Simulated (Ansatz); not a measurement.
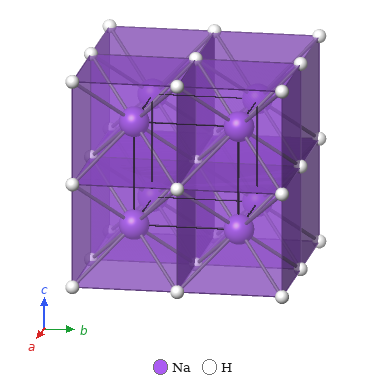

Shown here is a polyhedral view of the crystal, taken slightly off an axis. The outline marks the conventional unit cell. Some neighbours outside the box are added.

NaH, caesium chloride (CsCl, B2) type, space group Pm-3m (No. 221), a = 2.932 Å, b = 2.932 Å, c = 2.932 Å, α = 90.00°, β = 90.00°, γ = 90.00°. The cell started as a structure type filled with these elements by a generator (whether the compound takes this form wasn't checked). Earlier steps of the study may have refined or changed the cell and positions. It was run through Ansatz as a DFT input.

This one geometry was computed with Ansatz (DFT, plane waves, PAW) at six levels of theory: PBE, dielectric-dependent PBE0 (fraction 1/eps_inf of PBE), LDA, HSE06, LC-wPBE and r2SCAN. It was relaxed beforehand with r2SCAN.

**Which level gives the highest pressure at this volume, and what does that say about its equilibrium volume?**

Highest: PBE (0.8 GPa), which points to the largest equilibrium volume. Lowest, with the smallest volume: LDA (-1.5 GPa). Levels within 0.5 GPa of each other can't be told apart.

**How does the band gap change with the level of theory?**

LDA: a gap of 0.58 eV, indirect; PBE: a gap of 1.03 eV, indirect; r2SCAN: a gap of 1.60 eV, indirect; HSE06: a gap of 1.88 eV, indirect; dielectric-dependent PBE0 (fraction 1/eps_inf of PBE): a gap of 2.91 eV, indirect; LC-wPBE: a gap of 6.57 eV, indirect.

**Collect the results in a table.**

| level | cutoff (eV) | k-mesh of the run's cell | gap (eV) | pressure (GPa) |
| --- | --- | --- | --- | --- |
| PBE | 420 | 8×8×8 | 1.03 | 0.8 |
| dielectric-dependent PBE0 (fraction 1/eps_inf of PBE) | 420 | 6×6×6 | 2.91 | 0.2 |
| LDA | 420 | 8×8×8 | 0.58 | -1.5 |
| HSE06 | 420 | 6×6×6 | 1.88 | 0.3 |
| LC-wPBE | 420 | 6×6×6 | 6.57 | 0.2 |
| r2SCAN | 500 | 8×8×8 | 1.60 | 0.0 |

Gaps are taken on the k-mesh or band path of each run.
